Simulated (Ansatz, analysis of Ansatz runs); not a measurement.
# Reproducing a measured charge-transition level: substitutional B in diamond, part 2 of 2

Subject: substitutional B in diamond. Wanted: its charge-transition level, in one set-up (PBE, 64-site cell, PBE lattice, 420 eV, k: the single point 1/4 1/4 1/4 then 2x2x2 shifted 0.5 0.5 0.5). The model is a cell of 64 host atoms with 1 C taken out and 1 B put in. The level is the Fermi energy at which two charge states have equal formation energy, after a correction for the images of the charge. A local or semilocal functional is the cheapest first rung.

Ansatz 0.2.0; PBE, 64-site cell, PBE lattice, 420 eV, k: the single point 1/4 1/4 1/4 then 2x2x2 shifted 0.5 0.5 0.5.

So far: Set-up; Relaxation, charge 0.

### Step 3. Relaxation, charge −1

Level of this step: plane-wave PAW DFT, PBE; relaxation of all atoms of a defect supercell (Ansatz).

The input displaces the atoms at random before the relaxation, so that it can leave a symmetric saddle if there is one.

File relax1/input.yaml:

```yaml
relax:
  f_tol: 0.02
  max_steps: 80
  random_displacement: { amplitude: 0.05, seed: 675 }
crystal:
  lattice:
    - [7.14316351, 0.0, 0.0]
    - [0.0, 7.14316351, 0.0]
    - [0.0, 0.0, 7.14316351]
  atoms:
    - { symbol: C, position: [0.0, 0.0, 0.25] }
    - { symbol: C, position: [0.0, 0.25, 0.0] }
[... 1 atom line left out ...]
    - { symbol: C, position: [0.25, 0.25, 0.25] }
[... 3 atom lines left out ...]
    - { symbol: B, position: [0.375, 0.375, 0.375] }
[... 12 atom lines left out ...]
    - { symbol: C, position: [0.125, 0.625, 0.375] }
[... 1 atom line left out ...]
    - { symbol: C, position: [0.375, 0.625, 0.125] }
[... 3 atom lines left out ...]
    - { symbol: C, position: [0.25, 0.5, 0.5] }
[... 3 atom lines left out ...]
    - { symbol: C, position: [0.375, 0.625, 0.625] }
[... 5 atom lines left out ...]
    - { symbol: C, position: [0.625, 0.125, 0.375] }
    - { symbol: C, position: [0.625, 0.375, 0.125] }
[... 3 atom lines left out ...]
    - { symbol: C, position: [0.5, 0.25, 0.5] }
[... 3 atom lines left out ...]
    - { symbol: C, position: [0.625, 0.375, 0.625] }
[... 2 atom lines left out ...]
    - { symbol: C, position: [0.5, 0.5, 0.25] }
[... 3 atom lines left out ...]
    - { symbol: C, position: [0.625, 0.625, 0.375] }
[... 10 atom lines left out ...]
    - { symbol: C, position: [0.875, 0.875, 0.875] }
  host:
    repeats: [2, 2, 2]
    atoms:
      - { symbol: C, position: [0.0, 0.0, 0.5] }
      - { symbol: C, position: [0.0, 0.5, 0.0] }
      # ... 6 more atoms of the perfect host
total_charge: -1
basis:
  ecutwfc: 420
  xc_grid: 2
hamiltonian:
  xc: pbe
kpoints:
  mp_grid: { grid: [1, 1, 1], shift: [0.25, 0.25, 0.25] }
scf:
  occupations: { method: fermi_dirac, width: 0.01 }
  max_iter: 120
output:
  forces: true
  charged_corrections:
    epsilon: 5.85
    static_epsilon: 5.85
    defect_position: [0.375, 0.375, 0.375]
checkpoint:
  write: "../relax1.run"
  compress: false
  write_wavefunctions: true
  write_every: 100000
```

Run with:

```
> ansatz run input.yaml --threads 2 --pin off --max-ram 3768MiB --backend cpu --events-out ev --progress --plain --runs-dir out
```

Numbers of over 12 decimals in the logs are rounded to 6 here.

What it wrote:

```text
[...]
Crystal: 64 atoms, lattice volume = 364.478 Å³
Basis set: ecut = 420 eV, 7123 PW (Γ), exchange–correlation on 96×96×96 points (8 copies of the dense FFT grid, shifted against one another)
Bands: 192, of which v1, the nominal top of the filled ones, is band 128 counted from 1 (127 counted from 0)
Symmetry: 1 space group operations
k-points: 1
[...]
SCF iter   1: F=—  HF=-15939.288395 eV  |F-HF|=—  |Δ(HF+E_count)|=         —  Δρ=5.68e-3  dr2=2.21e-1  ethr=1.77e-3  ⟨swp⟩=5.0  Hψ=769  notcnv=0  defer=51
[...]
SCF iter   6: F=-15939.247214 eV  HF=-15939.247215 eV  |F-HF|=1.13e-7  |Δ(HF+E_count)|=   2.47e-6  Δρ=1.04e-5  dr2=3.30e-7  ethr=1.58e-9  ⟨swp⟩=1.0  Hψ=461  notcnv=0
SCF 1 converged in 6 iterations: F = -15939.247214 eV  dr2 = 3.30e-7
[...]
--- Relaxed structure (5 steps of the walk, 5 accepted, 0 SCFs on fresh bases) ---
  F+E_penalty+E_count = -15942.53886679 eV   max|allowed force component| = 8.078e-3 eV/Å
  atoms:
    - { symbol: C, position: [0.000117, -0.000500, 0.250561] }
    - { symbol: C, position: [0.000118, 0.250437, -0.000368] }
    [... 1 atom left out ...]
    - { symbol: C, position: [0.247728, 0.247109, 0.247248] }
    - { symbol: C, position: [0.125356, 0.124739, 0.374020] }
    [... 1 atom left out ...]
    - { symbol: C, position: [0.374518, 0.124741, 0.124868] }
    - { symbol: B, position: [0.376028, 0.375401, 0.375524] }
    [... 6 atoms left out ...]
    - { symbol: C, position: [0.377103, 0.124504, 0.625951] }
    [... 5 atoms left out ...]
    - { symbol: C, position: [0.125122, 0.625838, 0.376606] }
    [... 5 atoms left out ...]
    - { symbol: C, position: [0.247383, 0.502881, 0.503005] }
    [... 3 atoms left out ...]
    - { symbol: C, position: [0.374411, 0.625652, 0.625767] }
    [... 10 atoms left out ...]
    - { symbol: C, position: [0.503497, 0.246760, 0.502989] }
    [... 6 atoms left out ...]
    - { symbol: C, position: [0.503488, 0.502871, 0.246883] }
    [... 15 atoms left out ...]
[key lines of the parts left out:]
SCF converged after 4 iterations
Free energy (F): -15942.538867 eV
Fermi energy:    15.459053 eV
```

Run time: 21 s. Hardware: 2 threads of Intel Xeon Platinum 8259CL at 2.50GHz (Skylake/Cascade Lake), shared host; peak memory 0.75 GiB; 39 s of CPU time.

Step by step:

```
step  energy less that of the first step (eV)  largest force component (eV/Å)
   1                                   0.0000                          3.0391
   2                                  -2.6704                          1.6189
   3                                  -3.2890                          0.1623
   4                                  -3.2915                          0.0304
   5                                  -3.2917                          0.0081
```

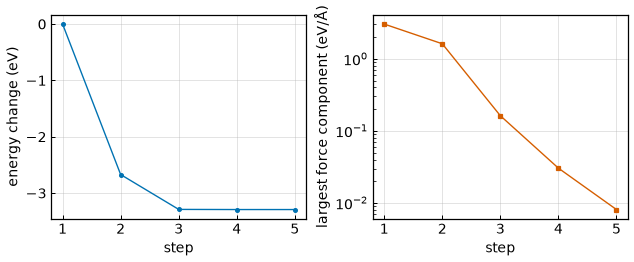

Energy and largest force along the relaxation.

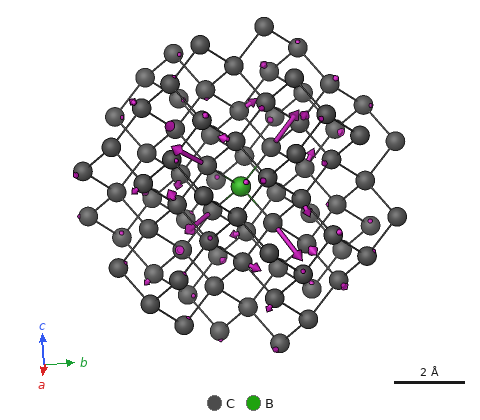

Displacements in the relaxation from the typed sites near the centre, exaggerated, the mean shift taken out; the longest in the cell stands for 0.04 Å.

The atoms that moved most (Å, from the sites as typed, ahead of the random displacement, the mean shift of all atoms taken out):

```
atom      dx      dy      dz  length
 C27  -0.024   0.020   0.020   0.037
 C49   0.020   0.020  -0.024   0.037
 C42   0.020  -0.024   0.020   0.037
  C4  -0.021  -0.021  -0.021   0.037
 C37   0.005  -0.004   0.010   0.012
 C23   0.010   0.005  -0.004   0.012
 C14  -0.004   0.010   0.005   0.012
 C21  -0.004   0.006   0.010   0.012
```

Neighbours of B8 at the end:

```
atom  distance (Å)
 C49         1.582
 C42         1.582
 C27         1.582
  C4         1.587
 C46         2.528
 C53         2.528
 C31         2.528
 C38         2.532
  C7         2.532
 C37         2.532
 C15         2.532
 C23         2.532
  C6         2.532
  C5         2.532
 C14         2.532
 C21         2.532
```

Read from the output:

```
free energy : -15942.5389 eV
```

The relaxation ends 51 meV an atom lower than the displaced start, with a largest force component of 0.0081 eV/Å.

### Step 4. Single point, charge 0

The relaxed structure is kept, and the final numbers are taken at the final level and k-points.

This step: plane-wave PAW DFT, PBE; single point of a defect supercell.

File point0/input.yaml:

```yaml
crystal:
  lattice:
    - [7.14316351, 0.0, 0.0]
    - [0.0, 7.14316351, 0.0]
    - [0.0, 0.0, 7.14316351]
  atoms:
    - { symbol: C, position: [0.000331509, -0.000783038, 0.250695204] }
    - { symbol: C, position: [0.000220253, 0.250133402, -0.000284392] }
[... 1 atom line left out ...]
    - { symbol: C, position: [0.247959936, 0.246530296, 0.247465026] }
    - { symbol: C, position: [0.124805062, 0.124821126, 0.373814837] }
    - { symbol: C, position: [0.124833011, 0.374210099, 0.124340119] }
    - { symbol: C, position: [0.374300785, 0.124825698, 0.124317983] }
    - { symbol: B, position: [0.373325136, 0.377058612, 0.372858152] }
[... 6 atom lines left out ...]
    - { symbol: C, position: [0.375552095, 0.125664017, 0.624843929] }
[... 5 atom lines left out ...]
    - { symbol: C, position: [0.124774414, 0.625815204, 0.375388038] }
[... 5 atom lines left out ...]
    - { symbol: C, position: [0.248120253, 0.502026758, 0.505100001] }
[... 9 atom lines left out ...]
    - { symbol: C, position: [0.625344609, 0.125662432, 0.375074304] }
[... 4 atom lines left out ...]
    - { symbol: C, position: [0.505782572, 0.245772745, 0.505269439] }
[... 3 atom lines left out ...]
    - { symbol: C, position: [0.625774723, 0.374560833, 0.625287875] }
[... 2 atom lines left out ...]
    - { symbol: C, position: [0.50559987, 0.502022444, 0.247617334] }
[... 14 atom lines left out ...]
    - { symbol: C, position: [0.875442084, 0.875357486, 0.874954972] }
  host:
    repeats: [2, 2, 2]
    atoms:
      - { symbol: C, position: [0.0, 0.0, 0.5] }
      - { symbol: C, position: [0.0, 0.5, 0.0] }
      # ... 6 more atoms of the perfect host
basis:
  ecutwfc: 420
  xc_grid: 2
hamiltonian:
  xc: pbe
kpoints:
  mp_grid: { grid: [2, 2, 2], shift: [0.5, 0.5, 0.5] }
magnetization:
  spin_polarized: true
  initial_magnetization: 1
  spin_locking: { lock_magnetization: hard }
scf:
  occupations: { method: fermi_dirac, width: 0.01 }
  max_iter: 120
output:
  forces: true
  charged_corrections:
    epsilon: 5.85
    static_epsilon: 5.85
    defect_position: [0.375, 0.375, 0.375]
  eigenvalues: true
checkpoint:
  read: "../relax0.run"
  write: "../point0.run"
  compress: false
  write_wavefunctions: true
  write_every: 100000
```

What it wrote:

```text
[...]
Crystal: 64 atoms, lattice volume = 364.478 Å³
Basis set: ecut = 420 eV, 7123 PW (Γ), exchange–correlation on 96×96×96 points (8 copies of the dense FFT grid, shifted against one another)
Bands: 192, of which v1, the nominal top of the filled ones, is band 128 counted from 1 (127 counted from 0)
Symmetry: 1 space group operations
[...]
k-points: 4 of 8 (time reversal used)
[...]
Starting moments: Σ|m| = 1 μB on 64 of 64 sites; this step starts from the density that it was given
[...]
iter 1 solved again at ethr=1.42e-5 eV; its pass at ethr=3.10e-3 eV (dr2=3.63e-2 eV) is discarded
[...]
SCF iter   8: F=-15955.356088 eV  HF=-15955.356088 eV  |F-HF|=2.73e-11  |Δ(HF+E_count)|=  3.86e-10  Δρ=1.74e-7 (↑1.27e-7 ↓1.74e-7)  dr2=1.56e-10  dr2_m=2.78e-11  M=1.000 μB ∫|m|=1.010 μB  ethr=1.00e-12  ⟨swp⟩=2.1  Hψ=2589  notcnv=0
[...]
--- Forces (eV/Å), atoms counted from 1 ---
  atom   1  C     -0.03820296     0.03831780    -0.11014650
  atom   2  C      0.02571813    -0.09203571     0.02588627
  [... 1 atom left out ...]
  atom   4  C     -0.12759981    -0.17623485    -0.13350103
  atom   5  C      0.03721615    -0.02261447     0.06902247
  atom   6  C      0.01816203     0.08736243     0.02108026
  atom   7  C      0.06383186    -0.02348900     0.03968815
  atom   8  B      0.33621058    -0.09579603     0.34151081
  [... 6 atoms left out ...]
  atom  15  C      0.18787899    -0.13163843     0.11888866
  [... 11 atoms left out ...]
  atom  27  C     -0.14538848     0.18892998    -0.25742433
  [... 9 atoms left out ...]
  atom  37  C      0.11619872    -0.13232359     0.18557402
  [... 4 atoms left out ...]
  atom  42  C     -0.30393780     0.06881411    -0.30165633
  [... 6 atoms left out ...]
  atom  49  C     -0.25462731     0.19143481    -0.15053028
  [... 15 atoms left out ...]
  max |Σ_I F_I| component: 2.18e-6 eV/Å
--- Band table (eV; the first three rows and the last of 8) ---
[...]
[... further k-points left out ...]
[key lines of the parts left out:]
SCF converged after 8 iterations
Magnetization: 1.0000 μB (128.0000 up, 127.0000 down)
Free energy (F): -15955.356088 eV
Fermi energy:    12.792831 (↑ 15.499173, ↓ 12.717871) eV
```

Run time: 48 s. Hardware: 2 threads; peak memory 1.2 GiB.

This step gave:

| Property | Result |
| --- | --- |
| free energy | -15955.3561 eV |
| smearing term TS | 0.005115 eV |
| total moment | 1.0000 μB |
| integral of the absolute spin density | 1.010 μB |
| spin contamination | 1.74e-4 |

### Step 5. Single point, charge −1

This step: plane-wave PAW DFT, PBE; single point of a defect supercell.

File point1/input.yaml:

```yaml
crystal:
  lattice:
    - [7.14316351, 0.0, 0.0]
    - [0.0, 7.14316351, 0.0]
    - [0.0, 0.0, 7.14316351]
  atoms:
    - { symbol: C, position: [0.000117148, -0.000500228, 0.250561124] }
    - { symbol: C, position: [0.000117548, 0.25043706, -0.000368351] }
[... 1 atom line left out ...]
    - { symbol: C, position: [0.247728097, 0.247109358, 0.247247826] }
    - { symbol: C, position: [0.125356094, 0.124739087, 0.374020175] }
    - { symbol: C, position: [0.125353196, 0.373895109, 0.124867753] }
    - { symbol: C, position: [0.374518435, 0.124741459, 0.124868149] }
    - { symbol: B, position: [0.376028168, 0.375400824, 0.375523538] }
[... 5 atom lines left out ...]
    - { symbol: C, position: [0.125120366, 0.376485797, 0.625955679] }
[... 6 atom lines left out ...]
    - { symbol: C, position: [0.125122117, 0.62583809, 0.376605972] }
[... 1 atom line left out ...]
    - { symbol: C, position: [0.377103811, 0.62583128, 0.12462889] }
[... 3 atom lines left out ...]
    - { symbol: C, position: [0.247382829, 0.5028807, 0.503005343] }
[... 3 atom lines left out ...]
    - { symbol: C, position: [0.374411176, 0.625652404, 0.62576738] }
[... 10 atom lines left out ...]
    - { symbol: C, position: [0.503496657, 0.246760336, 0.502989255] }
[... 6 atom lines left out ...]
    - { symbol: C, position: [0.503488368, 0.502871256, 0.246882688] }
[... 14 atom lines left out ...]
    - { symbol: C, position: [0.875789063, 0.875179642, 0.875304207] }
  host:
    repeats: [2, 2, 2]
    atoms:
      - { symbol: C, position: [0.0, 0.0, 0.5] }
      - { symbol: C, position: [0.0, 0.5, 0.0] }
      # ... 6 more atoms of the perfect host
total_charge: -1
basis:
  ecutwfc: 420
  xc_grid: 2
hamiltonian:
  xc: pbe
kpoints:
  mp_grid: { grid: [2, 2, 2], shift: [0.5, 0.5, 0.5] }
scf:
  occupations: { method: fermi_dirac, width: 0.01 }
  max_iter: 120
output:
  forces: true
  charged_corrections:
    epsilon: 5.85
    static_epsilon: 5.85
    defect_position: [0.375, 0.375, 0.375]
  eigenvalues: true
checkpoint:
  read: "../relax1.run"
  write: "../point1.run"
  compress: false
  write_wavefunctions: true
  write_every: 100000
```

What it wrote:

```text
[...]
Warning: at least one further symmetry operation maps every atom of the structure, as the run holds it, onto an atom to within 1.72e-5 (fractional), and is not used: to satisfy it, and what else the atoms miss by up to 2.00e-5, twice [...]
[...]
Crystal: 64 atoms, lattice volume = 364.478 Å³
Basis set: ecut = 420 eV, 7123 PW (Γ), exchange–correlation on 96×96×96 points (8 copies of the dense FFT grid, shifted against one another)
Bands: 192, of which v1, the nominal top of the filled ones, is band 128 counted from 1 (127 counted from 0)
Symmetry: 1 space group operations
[...]
k-points: 4 of 8 (time reversal used)
[...]
SCF iter   6: F=-15942.531518 eV  HF=-15942.531518 eV  |F-HF|=1.34e-9  |Δ(HF+E_count)|=   9.38e-8  Δρ=2.10e-6  dr2=1.23e-8  ethr=3.91e-11  ⟨swp⟩=9.0  Hψ=2614  notcnv=0
SCF 1 converged in 6 iterations: F = -15942.531518 eV  dr2 = 1.23e-8
[...]
SCF converged after 6 iterations
Free energy (F): -15942.531518 eV
[...]
Internal energy: -15942.531518 eV  (E = F + TS)
E sigma→0 (E₀):  -15942.531518 eV
Fermi energy:    15.486990 eV
[...]
--- Forces (eV/Å), atoms counted from 1 ---
  atom   1  C      0.04440897     0.04590270     0.04808996
  atom   2  C      0.04418400     0.04637398     0.04462270
  [... 1 atom left out ...]
  atom   4  C      0.06326863     0.06388321     0.05993970
  atom   5  C     -0.07333894    -0.07367004    -0.04154721
  atom   6  C     -0.07255435    -0.04169486    -0.07311433
  atom   7  C     -0.04372565    -0.07395432    -0.07304605
  atom   8  B     -0.11598531    -0.11229641    -0.11169588
  [... 5 atoms left out ...]
  atom  14  C     -0.04463702    -0.05638767    -0.07538583
  [... 6 atoms left out ...]
  atom  21  C     -0.04478857    -0.07672329    -0.05513050
  [... 5 atoms left out ...]
  atom  27  C      0.09539749     0.08068028     0.07915212
  [... 14 atoms left out ...]
  atom  42  C      0.08109800     0.09621189     0.08445833
  [... 6 atoms left out ...]
  atom  49  C      0.08316885     0.08282869     0.09617984
  [... 15 atoms left out ...]
  max |Σ_I F_I| component: 2.82e-5 eV/Å
--- Charged-cell corrections in eV (Makov–Payne, q = -1.000 e, ε = 5.850) ---
[...]
E_corr1          = +0.488855  (monopole, q²α_M/2εL)
[...]
--- Band table (eV) ---
[...]
[... further k-points left out ...]
```

The job ended after 20 s (2 threads; peak memory 1 GiB).

Numbers from this step:

```
free energy : -15942.5315 eV
```

### Step 6. Charge-transition levels

A charged cell feels its images and has its own zero of potential; this step corrects both and places the level between the host's band edges.

This step: place-levels on PBE runs: charge-transition levels with image-charge correction and potential alignment at the atomic sites.

File levels.yaml:

```yaml
host:
  run: host.point.run
states: [point0.run, point1.run]
geometry_from:
  point0.run: relax0.run
  point1.run: relax1.run
  host.point.run: host.relax.run
```

Run with:

```
> ansatz place-levels levels.yaml -- --threads 2 --pin off --max-ram 3768MiB
```

What it wrote:

```text
(0/-1) 0.016 eV beneath the valence edge, in the valence band
  edges by pbe, gap 4.078 eV; the host is sampled to repeats of 20.20 Å
  the defect's cells are sampled to repeats of 20.20 Å, like sampling
  charge 0: +0.000 eV for its dipole among its images, +0.000 omitted
  states[0] (point0.run): levels filled in part (TS 0.005 eV): its energy is of no whole electron's
  charge -1: -15942.0810 eV with its correction of +0.451 eV, at epsilon 5.85, aligned at sites: +0.0383 eV, mean over 35 atomic sites at or beyond 3.57 Å from the host's site at [0.3751, 0.3751, 0.3751] by the defect at [0.3750, 0.3750, 0.3750], with [...]
  of states[0] (point0.run): its alignment with the host at atomic sites is doubtful: the mean over the far sites moves by +0.0560 eV from their farther parts to their nearer, more than 0.05 eV. [...]
  of states[1] (point1.run): how wide its charge is, is not read beside other atoms or cores, and a band state would take no correction. [...]
```

The job ended after 0.22 s (2 threads).

Read from the output:

```yaml
gap: 4.078 eV
```

### Step 7. Results

| Property | Result |
| --- | --- |
| static dielectric constant used | 5.8 |
| band gap of the host | 4.08 eV |
| (0/-1) level above the valence-band top | -0.02 eV |
| time of the whole chain | 3.7 min on 2 threads |

(0/-1) level above the valence-band top: computed -0.02 eV, measured 0.368 eV; 0.38 eV below the measurement. The computed level lies at or beyond a band edge, so this set-up gives no level clear of the bands. The level is counted in a gap of 4.08 eV, and the correction is screened by a dielectric constant of 5.8 from a linear-response run on the host (PBE). The bound state has a long tail, so in cells of 64 to 216 sites the impurity band still disperses by tenths of an eV and the level moves with cell and k-points. Levels hang on the band edges, which semilocal functionals place too close together. Limits: the periodic copies of the defect are only 7.1 Å apart.

[Logs are printed without paths, hosts, clocks, repeated set-up lines and the standing remarks that a program may print on its own settings, such as how far it seeks lower states.]

[Hosts, paths, dates, database ids (printed as entryN), source tags and the programs' standing remarks are cut or masked in the printed files.]

[For some hosts the program warned that the k-mesh of the response run may be too coarse for force constants and the static dielectric constant; such warnings are not shown here.]
